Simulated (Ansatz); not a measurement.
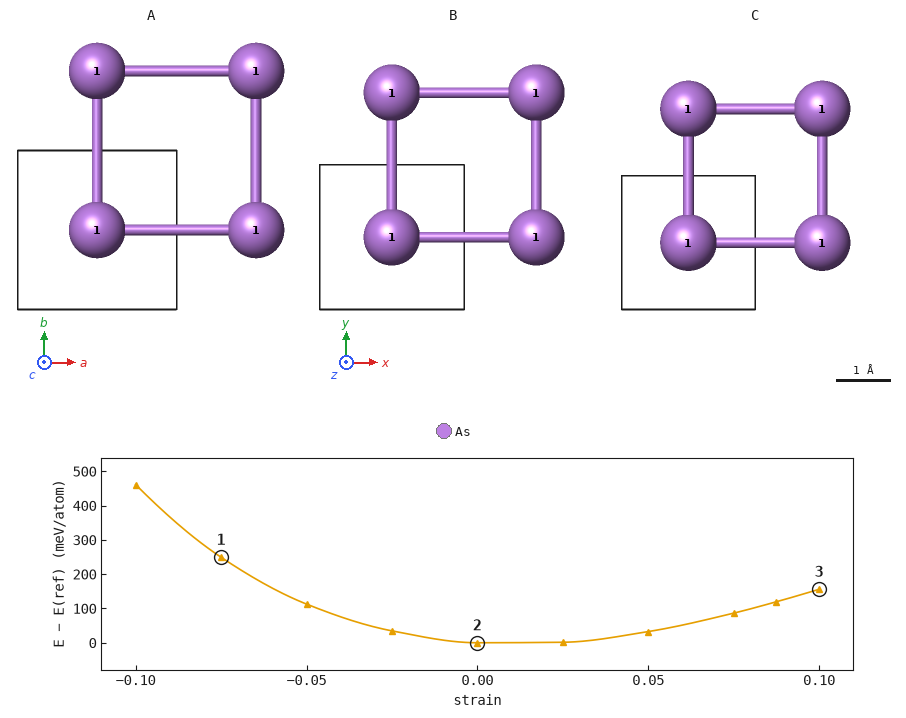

Energy scan for crystalline As (Pm-3m), in which the cell is strained equally along x and y, with the atoms kept at their fractional coordinates. x, y and z are the Cartesian axes of the input. The frames are shuffled; the numbered points of the plot belong to them. A ball-and-stick model of the cell of the calculation, repeated 2 × 2 × 2 with one cell outlined, seen along the c axis.

Computed with DFT PBE, scalar-relativistic, plane waves, PAW in Ansatz 0.2.0. Settings: plane-wave cutoff 420 eV; k-point mesh 18 × 18 × 18; occupations gaussian; smearing width 0.15 eV; no spin polarisation. Energies (free energies at the smearing named) are counted from the cell as listed in its source, which wasn't relaxed.

> Match the frames to the points.

Point 1 is frame C (the strain −0.075, 249 meV/atom); 2 is frame B (the strain 0.00, 0 meV/atom); 3 is frame A (the strain 0.10, 156 meV/atom). Of the computed points the lowest is at the strain 0.00, 0 meV/atom. The unrelaxed reference is under a pressure of 2.6 GPa, which tilts the curve. The distortion takes the space group from Pm-3m to P4/mmm. At the strain −0.10 the cell of the drawing goes a 2.704 → 2.433 Å, b 2.704 → 2.433 Å.
